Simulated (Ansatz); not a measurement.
A structure file:

```
Al Ni
1.0
     6.58223    0.00000    0.00000
     0.00000    7.39222    0.00000
     0.00000    0.00000    3.72831
Al Ni
6 10
Direct
  0.50000 0.00000 0.00000
  0.50000 0.72073 0.50000
  0.50000 0.27927 0.50000
  0.00000 0.50000 0.00000
  0.00000 0.22073 0.50000
  0.00000 0.77927 0.50000
  0.00000 0.00000 0.00000
  0.25000 0.25000 0.00000
  0.25000 0.75000 0.00000
  0.27646 0.00000 0.50000
  0.72354 0.00000 0.50000
  0.50000 0.50000 0.00000
  0.75000 0.75000 0.00000
  0.75000 0.25000 0.00000
  0.77646 0.50000 0.50000
  0.22354 0.50000 0.50000
```

**Interpret the file: composition, symmetry and coordination.**

It has the composition Al3Ni5. It is base-centred orthorhombic, space group Cmmm (No. 65). Content of the cell: 6 Al, 10 Ni (Z = 2). By contacts within bonding range, the coordination numbers are Al 12 and Ni 12.

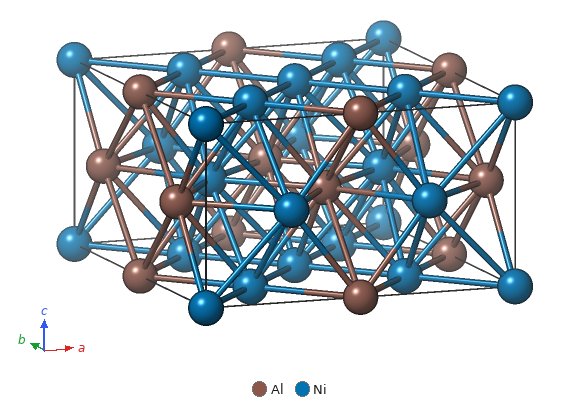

Drawn in the ball-and-stick manner and seen slightly off an axis. The wireframe shows the conventional unit cell.

The initial geometry was a structure listed in the Materials Project. Earlier steps of the study, as a rule a relaxation of our own, may have changed the cell and positions, so they can lie some per cent off the listed ones. Ansatz was used for an electronic-structure calculation on it.
